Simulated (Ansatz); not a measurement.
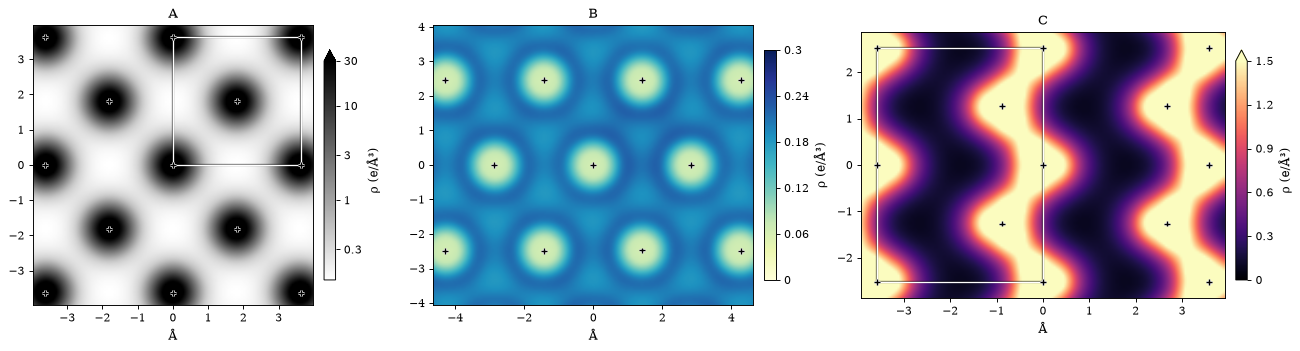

The valence pseudo-density of 3 systems, each on a plane through atoms (crosses mark nuclei in the plane).

Theory: DFT PBE, scalar-relativistic, plane waves, PAW in Ansatz.

System 1: Al (cell with a defect), the (001) plane of the calculation cell. 

```
CELL_PARAMETERS angstrom
-6.06219 6.06219 0.00000
0.00000 6.06219 -6.06219
-6.06219 0.00000 -6.06219
ATOMIC_POSITIONS crystal
Al 0.00000 0.33573 0.66667
Al 0.00000 0.66667 0.33573
Al 0.00000 0.99760 0.66667
Al 0.00069 0.33310 0.33310
Al 0.00000 0.66667 0.99760
Al 0.00000 0.99760 0.33573
Al 0.00000 0.33573 0.99760
Al 0.99931 0.00023 0.00023
Al 0.33093 0.66667 0.66667
Al 0.33093 0.33573 0.66667
Al 0.33093 0.66667 0.33573
Al 0.33356 0.00023 0.66597
Al 0.33295 0.33371 0.33371
Al 0.33356 0.66597 0.00023
Al 0.33295 0.99962 0.33371
Al 0.33295 0.33371 0.99962
Al 0.33356 0.00023 0.00023
Al 0.66907 0.66667 0.66667
Al 0.66644 0.33310 0.66736
Al 0.66644 0.66736 0.33310
Al 0.66907 0.99760 0.66667
Al 0.66644 0.33310 0.33310
Al 0.66907 0.66667 0.99760
Al 0.66705 0.99962 0.33371
Al 0.66705 0.33371 0.99962
Al 0.66705 0.99962 0.99962
```

System 2: Cu, the (010) plane of the conventional cell. Space group Fm-3m; computed without spin polarisation.

```yaml
crystal:
  lattice:
    - [3.62975, 0.00000, 0.00000]
    - [0.00000, 3.62975, 0.00000]
    - [0.00000, 0.00000, 3.62975]
  atoms:
    - { symbol: Cu, position: [0.00000, 0.00000, 0.00000] }
    - { symbol: Cu, position: [0.50000, 0.50000, 0.00000] }
    - { symbol: Cu, position: [0.50000, 0.00000, 0.50000] }
    - { symbol: Cu, position: [0.00000, 0.50000, 0.50000] }
```

System 3: C, the (101) plane of the conventional cell. Space group Fd-3m.

```yaml
crystal:
  lattice:
    - [3.57147, 0.00000, 0.00000]
    - [0.00000, 3.57147, 0.00000]
    - [0.00000, 0.00000, 3.57147]
  atoms:
    - { symbol: C, position: [0.50000, 0.00000, 0.00000] }
    - { symbol: C, position: [0.00000, 0.50000, 0.00000] }
    - { symbol: C, position: [0.00000, 0.00000, 0.50000] }
    - { symbol: C, position: [0.50000, 0.50000, 0.50000] }
    - { symbol: C, position: [0.75000, 0.25000, 0.25000] }
    - { symbol: C, position: [0.25000, 0.75000, 0.25000] }
    - { symbol: C, position: [0.25000, 0.25000, 0.75000] }
    - { symbol: C, position: [0.75000, 0.75000, 0.75000] }
```

Question: Which map belongs to which system?

Answer: Panel A is system 2, Cu: the plane holds Cu. Cu–Cu (2.57 Å): ρ at the midpoint is about 0.26 e/Å³. Panel B is system 1, Al: the plane holds Al. Al–Al (2.84 Å): ρ at the midpoint is about 0.21 e/Å³. Panel C is system 3, C: the plane holds C. C–C (1.55 Å): the density is about 1.6 e/Å³ at the midpoint.
